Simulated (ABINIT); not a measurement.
Single-point calculation of Co (part 2 of 2)

The same run, continued: Co (2 atoms in the cell); Kohn-Sham DFT of a periodic cell, PBE, JTH PAW PBE v2.0, spin-polarised (ABINIT 10.8.3); cutoff 707.5 eV, 12×12×8 k-mesh, fermi-dirac of 0.1 eV, collinear spins. The structure derives from a Materials Project entry.

Geometry of the input (Å; fractional positions):
```
2.4720  0.0000  0.0000
-1.2360  2.1408  0.0000
0.0000  0.0000  4.0211
Co 0.6667  0.3333  0.7500
Co 0.3333  0.6667  0.2500
```

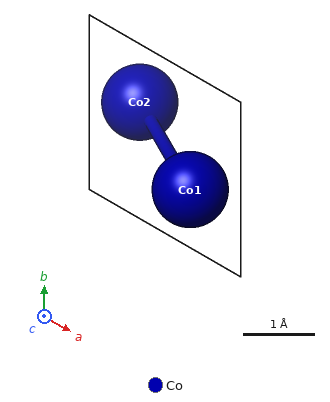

Figure 1. The structure as given in the input (ball-and-stick view of the cell of the calculation, along the c axis; atoms are numbered from 1 in the order of the input). An atom can appear more than once, as a periodic image.

The program's output, continued
```
                       1.000000  1.000000  1.000000  1.000000  1.000000  1.000000
                       1.000000  1.000000  1.000000  1.000000  1.000000  0.000000
                       0.000000  0.000000  0.000000  0.000000
                       1.000000  1.000000  1.000000  1.000000  1.000000  1.000000
                       1.000000  1.000000  1.000000  1.000000  1.000000  1.000000
                       1.000000  1.000000  1.000000  1.000000  1.000000  0.000000
                       0.000000  0.000000  0.000000  0.000000
                       1.000000  1.000000  1.000000  1.000000  1.000000  1.000000
                       1.000000  1.000000  1.000000  1.000000  1.000000  1.000000
                       1.000000  1.000000  1.000000  1.000000  1.000000  0.000000
                       0.000000  0.000000  0.000000  0.000000
                       prtocc : prtvol=0, do not print more k-points.
           occopt           3
        pawecutdg      4.80000000E+01 Hartree
         pawxcdev           0
           prtden           0
        prtebands           0
           prteig           0
            prtwf           0
            rprim      1.0000000000E+00  0.0000000000E+00  0.0000000000E+00
                      -5.0000000000E-01  8.6602540380E-01  0.0000000000E+00
                       0.0000000000E+00  0.0000000000E+00  1.0000000000E+00
          spgroup         194
           spinat      0.0000000000E+00  0.0000000000E+00  2.0000000000E+00
                       0.0000000000E+00  0.0000000000E+00  2.0000000000E+00
           tolvrs      1.00000000E-09
           tsmear      3.67493222E-03 Hartree
            typat      1  1
           useylm           1
                       outvars : Printing only first  50 k-points.
           xangst      1.2359999516E+00  7.1360490479E-01  3.0158580600E+00
                       3.2314526188E-17  1.4272098096E+00  1.0052860200E+00
            xcart      2.3357014002E+00  1.3485178322E+00  5.6991457680E+00
                       6.1065604384E-17  2.6970356643E+00  1.8997152560E+00
             xred      6.6666666667E-01  3.3333333333E-01  7.5000000000E-01
                       3.3333333333E-01  6.6666666667E-01  2.5000000000E-01
            znucl       27.00000

================================================================================

 chkinp: Checking input parameters for consistency.

================================================================================
== DATASET  1 ==================================================================

--- !DatasetInfo
iteration_state: {dtset: 1, }
dimensions: {natom: 2, nkpt: 95, mband: 22, nsppol: 2, nspinor: 1, nspden: 2, mpw: 930, }
cutoff_energies: {ecut:  26.0, pawecutdg:  48.0, }
electrons: {nelect:   3.40000000E+01, charge:   0.00000000E+00, occopt:   3.00000000E+00, tsmear:   3.67493222E-03, }
meta: {optdriver: 0, ionmov: 0, optcell: 0, iscf: 17, paral_kgb: 0, }
...

 Exchange-correlation functional for the present dataset will be:
  GGA: Perdew-Burke-Ernzerhof functional - ixc=11
  J.P.Perdew, K.Burke, M.Ernzerhof, PRL 77, 3865 (1996)

 Real(R)+Recip(G) space primitive vectors, cartesian coordinates (Bohr,Bohr^-1):
 R(1)=  4.6714028  0.0000000  0.0000000  G(1)=  0.2140685  0.1235925  0.0000000
 R(2)= -2.3357014  4.0455535  0.0000000  G(2)=  0.0000000  0.2471850  0.0000000
 R(3)=  0.0000000  0.0000000  7.5988610  G(3)=  0.0000000  0.0000000  0.1315987
 Unit cell volume ucvol=  1.4360639E+02 bohr^3
 Angles (23,13,12)=  9.00000000E+01  9.00000000E+01  1.20000000E+02 degrees

 Coarse grid specifications (used for wave-functions):

 getcut: wavevector=  0.0000  0.0000  0.0000  ngfft=  24  24  36
         ecut(hartree)=     26.000   => boxcut(ratio)=   2.06396

 Fine grid specifications (used for densities):

 getcut: wavevector=  0.0000  0.0000  0.0000  ngfft=  30  30  48
         ecut(hartree)=     48.000   => boxcut(ratio)=   2.02538

--- Pseudopotential description ------------------------------------------------
- pspini: atom type   1  psp file is ./Co.GGA_PBE-JTH.xml
 Pseudopotential format is: paw10
 basis_size (lnmax)=  6 (lmn_size= 18), orbitals=   0   0   1   1   2   2
 Spheres core radius: rc_sph= 2.10903434
 Shapefunction is SIN type: shapef(r)=[sin(pi*r/rshp)/(pi*r/rshp)]**2
 Radius for shape functions =  1.60384542
 Compensation charge density is not taken into account in XC energy/potential

   1.02819556E+03                                ecore*ucvol(ha*bohr**3)
--------------------------------------------------------------------------------

================================================================================

--- !BeginCycle
iteration_state: {dtset: 1, }
solver: {iscf: 17, nstep: 100, nline: 4, wfoptalg: 10, }
tolerances: {tolvrs: 1.00E-09, }
...

     iter   Etot(hartree)      deltaE(h)  residm     nres2   difmagsph maxmagsph
 ETOT  1  -288.57389838683    -2.886E+02 3.863E+01 1.096E+02 3.799E-01 3.799E-01
 ETOT  2  -292.79972783606    -4.226E+00 3.884E-01 1.430E+01 7.295E-01 1.109E+00
 ETOT  3  -292.81209649969    -1.237E-02 6.024E-02 1.633E+00 1.255E-01 1.235E+00
 ETOT  4  -292.81176710972     3.294E-04 2.221E-02 3.403E+00 1.101E-01 1.345E+00
 ETOT  5  -292.81383229443    -2.065E-03 5.309E-02 7.183E-01 7.578E-02 1.421E+00
 ETOT  6  -292.81653266613    -2.700E-03 8.527E-02 1.433E-01 1.785E-01 1.599E+00
 ETOT  7  -292.81669723398    -1.646E-04 3.440E-02 5.754E-02 4.824E-02 1.648E+00
 ETOT  8  -292.81684141768    -1.442E-04 8.371E-03 2.108E-02 2.738E-02 1.675E+00
 ETOT  9  -292.81680414670     3.727E-05 9.741E-04 6.441E-04 9.189E-03 1.684E+00
 ETOT 10  -292.81680344030     7.064E-07 1.816E-03 2.476E-04 1.278E-03 1.683E+00
 ETOT 11  -292.81680403884    -5.985E-07 2.853E-04 3.471E-06 2.727E-03 1.680E+00
 ETOT 12  -292.81680407585    -3.700E-08 2.905E-04 5.213E-06 4.103E-04 1.681E+00
 ETOT 13  -292.81680407263     3.218E-09 6.316E-05 1.457E-07 1.069E-04 1.680E+00
 ETOT 14  -292.81680407317    -5.426E-10 7.702E-05 1.819E-08 4.183E-05 1.680E+00
 ETOT 15  -292.81680407318    -1.393E-11 1.607E-05 4.018E-09 4.566E-06 1.680E+00
 ETOT 16  -292.81680407319    -3.013E-12 2.171E-05 1.138E-10 3.710E-07 1.680E+00

 At SCF step   16       nres2   =  1.14E-10 < tolvrs=  1.00E-09 =>converged.

 Cartesian components of stress tensor (hartree/bohr^3)
  sigma(1 1)= -2.07463937E-04  sigma(3 2)=  0.00000000E+00
  sigma(2 2)= -2.07463939E-04  sigma(3 1)=  0.00000000E+00
  sigma(3 3)= -1.30969101E-04  sigma(2 1)=  0.00000000E+00

--- !ResultsGS
iteration_state: {dtset: 1, }
comment   : Summary of ground state results
lattice_vectors:
- [  4.6714028,   0.0000000,   0.0000000, ]
- [ -2.3357014,   4.0455535,   0.0000000, ]
- [  0.0000000,   0.0000000,   7.5988610, ]
lattice_lengths: [   4.67140,    4.67140,    7.59886, ]
lattice_angles: [ 90.000,  90.000, 120.000, ] # degrees, (23, 13, 12)
lattice_volume:   1.4360639E+02
convergence: {deltae: -3.013E-12, res2:  1.138E-10, residm:  2.171E-05, diffor: null, }
etotal    :  -2.92816804E+02
entropy   :   0.00000000E+00
fermie    :   5.33790400E-01
cartesian_stress_tensor: # hartree/bohr^3
- [ -2.07463937E-04,   0.00000000E+00,   0.00000000E+00, ]
- [  0.00000000E+00,  -2.07463939E-04,   0.00000000E+00, ]
- [  0.00000000E+00,   0.00000000E+00,  -1.30969101E-04, ]
pressure_GPa:   5.3536E+00
xred      :
- [  6.6667E-01,   3.3333E-01,   7.5000E-01, Co]
- [  3.3333E-01,   6.6667E-01,   2.5000E-01, Co]
cartesian_forces: # hartree/bohr
- [  2.88205207E-29,   1.49755819E-28,   6.92086970E-32, ]
- [ -2.88205207E-29,  -1.49755819E-28,  -6.92086970E-32, ]
force_length_stats: {min:   1.52503877E-28, max:   1.52503877E-28, mean:   1.52503877E-28, }
...

 Integrated electronic and magnetization densities in atomic spheres:
 ------------------------------------------------------------------------------------------------------------
 Radius=ratsph(iatom), smearing ratsm=  0.0000. Diff(up-dn)=approximate z local magnetic moment.
    Atom    Radius    up_density   dn_density  Total(up+dn)  Diff(up-dn)
    1 Co   2.10903     8.624767     6.944277     15.569044     1.680490
    2 Co   2.10903     8.624767     6.944277     15.569044     1.680490
 ------------------------------------------------------------------------------------------------------------
  Sum:                17.249534    13.888553     31.138087     3.360980
 Total magnetization (from the atomic spheres):                3.360980
 Total magnetization (exact up - dn):                          3.211603

================================================================================

 ----iterations are completed or convergence reached----

 Mean square residual over all n,k,spin=   95.315E-10; max=  21.709E-06
 reduced coordinates (array xred) for    2 atoms
       0.666666666667      0.333333333333      0.750000000000
       0.333333333333      0.666666666667      0.250000000000
 rms dE/dt=  3.2978E-28; max dE/dt=  5.3853E-28; dE/dt below (all hartree)
    1       0.000000000000     -0.000000000000     -0.000000000000
    2       0.000000000000      0.000000000000      0.000000000000

 cartesian coordinates (angstrom) at end:
    1      1.23599995160000     0.71360490478745     3.01585806000000
    2      0.00000000000000     1.42720980957489     1.00528602000000

 cartesian forces (hartree/bohr) at end:
    1      0.00000000000000     0.00000000000000     0.00000000000000
    2     -0.00000000000000    -0.00000000000000    -0.00000000000000
 frms,max,avg= 8.8048154E-29 1.4975582E-28   0.000E+00  0.000E+00  0.000E+00 h/b

 cartesian forces (eV/Angstrom) at end:
    1      0.00000000000000     0.00000000000000     0.00000000000000
    2     -0.00000000000000    -0.00000000000000    -0.00000000000000
 frms,max,avg= 4.5276181E-27 7.7007538E-27   0.000E+00  0.000E+00  0.000E+00 e/A
 length scales=  4.671402800319  4.671402800319  7.598861024015 bohr
              =  2.471999903200  2.471999903200  4.021144080000 angstroms
 Fermi (or HOMO) energy (hartree) =   0.53379   Average Vxc (hartree)=  -0.47465
 Magnetization (Bohr magneton)=  3.21158977E+00
 Total spin up =  1.86057949E+01   Total spin down =  1.53942051E+01
 Eigenvalues (hartree) for nkpt=  95  k points, SPIN UP:
 kpt#   1, nband= 22, wtk=  0.00087, kpt=  0.0000  0.0000  0.0000 (reduced coord)
  -2.99769   -2.99548   -1.65282   -1.64165   -1.64165   -1.64010   -1.63984   -1.63984
   0.19807    0.33992    0.43547    0.43746    0.43746    0.44916    0.44916    0.46310
   0.46310    0.50426    0.50426    0.52489    0.76868    1.34327
      occupation numbers for kpt#   1
   1.00000    1.00000    1.00000    1.00000    1.00000    1.00000    1.00000    1.00000
   1.00000    1.00000    1.00000    1.00000    1.00000    1.00000    1.00000    1.00000
   1.00000    0.99968    0.99968    0.91842    0.00000    0.00000
 prteigrs : prtvol=0 or 1, do not print more k-points.

 Eigenvalues (hartree) for nkpt=  95  k points, SPIN DOWN:
 kpt#   1, nband= 22, wtk=  0.00087, kpt=  0.0000  0.0000  0.0000 (reduced coord)
  -2.92223   -2.91986   -1.57971   -1.56799   -1.56799   -1.56605   -1.56605   -1.56588
   0.19808    0.37397    0.49511    0.49753    0.49753    0.51123    0.51123    0.52296
   0.52850    0.52850    0.57412    0.57412    0.80689    1.33248
      occupation numbers for kpt#   1
   1.00000    1.00000    1.00000    1.00000    1.00000    1.00000    1.00000    1.00000
   1.00000    1.00000    0.99997    0.99995    0.99995    0.99785    0.99785    0.95019
   0.80853    0.80853    0.00002    0.00002    0.00000    0.00000
 prteigrs : prtvol=0 or 1, do not print more k-points.

 Fermi (or HOMO) energy (eV) =  14.52518   Average Vxc (eV)= -12.91585
 Eigenvalues (   eV  ) for nkpt=  95  k points, SPIN UP:
 kpt#   1, nband= 22, wtk=  0.00087, kpt=  0.0000  0.0000  0.0000 (reduced coord)
 -81.57143  -81.51129  -44.97546  -44.67152  -44.67152  -44.62941  -44.62233  -44.62233
   5.38969    9.24982   11.84979   11.90382   11.90382   12.22233   12.22233   12.60162
  12.60162   13.72171   13.72171   14.28307   20.91693   36.55229
 prteigrs : prtvol=0 or 1, do not print more k-points.

 Eigenvalues (   eV  ) for nkpt=  95  k points, SPIN DOWN:
 kpt#   1, nband= 22, wtk=  0.00087, kpt=  0.0000  0.0000  0.0000 (reduced coord)
 -79.51789  -79.45334  -42.98616  -42.66724  -42.66724  -42.61446  -42.61446  -42.60970
   5.38997   10.17630   13.47276   13.53837   13.53837   13.91123   13.91123   14.23034
  14.38113   14.38113   15.62266   15.62266   21.95655   36.25853
 prteigrs : prtvol=0 or 1, do not print more k-points.

--- !EnergyTerms
iteration_state     : {dtset: 1, }
comment             : Components of total free energy in Hartree
kinetic             :  2.35717306659135E+01
hartree             :  6.80902371206005E+01
xc                  : -6.31544049395789E+00
Ewald energy        : -2.00818620301223E+02
psp_core            :  7.15981754359691E+00
local_psp           : -2.35580770073036E+02
PAW spherical_terms :  5.10786078050597E+01
internal            : -2.92814437733046E+02
'-kT*entropy'       : -2.36250639962254E-03
total_energy        : -2.92816800239446E+02
total_energy_eV     : -7.96795105062783E+03
...

--- !EnergyTermsDC
iteration_state     : {dtset: 1, }
comment             : '"Double-counting" decomposition of free energy'
band_energy         : -2.31749881678047E+01
Ewald energy        : -2.00818620301223E+02
psp_core            :  7.15981754359691E+00
xc_dc               : -6.61768446092203E+01
PAW spherical_terms : -9.80380603213540E+00
internal            : -2.92814441566787E+02
'-kT*entropy'       : -2.36250639962254E-03
total_energy_dc     : -2.92816804073186E+02
total_energy_dc_eV  : -7.96795115494922E+03
...

--- !EnergyTermsWithPAWCore
iteration_state     : {dtset: 1, }
comment             : 'Components of total free energy, including PAW core contributions'
Total energy        : -2.78689938569141E+03
Total energy DC     : -2.78689938952515E+03
Total energy (eV)   : -7.58353956127361E+04
Total energy DC (eV): -7.58353957170575E+04
...

 Cartesian components of stress tensor (hartree/bohr^3)
  sigma(1 1)= -2.07463937E-04  sigma(3 2)=  0.00000000E+00
  sigma(2 2)= -2.07463939E-04  sigma(3 1)=  0.00000000E+00
  sigma(3 3)= -1.30969101E-04  sigma(2 1)=  0.00000000E+00

-Cartesian components of stress tensor (GPa)         [Pressure=  5.3536E+00 GPa]
- sigma(1 1)= -6.10379975E+00  sigma(3 2)=  0.00000000E+00
- sigma(2 2)= -6.10379981E+00  sigma(3 1)=  0.00000000E+00
- sigma(3 3)= -3.85324398E+00  sigma(2 1)=  0.00000000E+00

== END DATASET(S) ==============================================================
================================================================================

 -outvars: echo values of variables after computation  --------
            acell      4.6714028003E+00  4.6714028003E+00  7.5988610240E+00 Bohr
           etotal     -2.9281680407E+02
            fcart      2.8820520711E-29  1.4975581852E-28  6.9208696999E-32
                      -2.8820520711E-29 -1.4975581852E-28 -6.9208696999E-32
            rprim      1.0000000000E+00  0.0000000000E+00  0.0000000000E+00
                      -5.0000000000E-01  8.6602540380E-01  0.0000000000E+00
                       0.0000000000E+00  0.0000000000E+00  1.0000000000E+00
           strten     -2.0746393683E-04 -2.0746393862E-04 -1.3096910070E-04
                       0.0000000000E+00  0.0000000000E+00  0.0000000000E+00
           xangst      1.2359999516E+00  7.1360490479E-01  3.0158580600E+00
                       3.2314526188E-17  1.4272098096E+00  1.0052860200E+00
             xred      6.6666666667E-01  3.3333333333E-01  7.5000000000E-01
                       3.3333333333E-01  6.6666666667E-01  2.5000000000E-01
 Calculation completed.
```

Key numbers

```json
{"quantity": "outcome", "value": "converged"}
{"quantity": "space group (tolerance 0.01 Å)", "value": "P6₃/mmc (194)"}
{"quantity": "electrons treated", "value": "34"}
{"quantity": "free energy", "value": "−7967.9512 eV"}
{"quantity": "Fermi energy", "value": "14.525 eV"}
{"quantity": "gap on the k-point mesh", "value": "none (metallic)"}
{"quantity": "net moment of the cell", "value": "3.21 μB"}
{"quantity": "pressure", "value": "5.35 GPa"}
{"quantity": "largest force (length of the vector)", "value": "under 0.001 eV/Å"}
{"quantity": "hardware", "value": "1 thread of Arm Neoverse V1, 24 GiB of memory available, shared host"}
{"quantity": "wall time", "value": "2.6 min"}
{"quantity": "peak memory", "value": "0.19 GiB"}
```

Remarks

The cell is under a pressure of 5.4 GPa at this level, so it is not at its equilibrium volume.
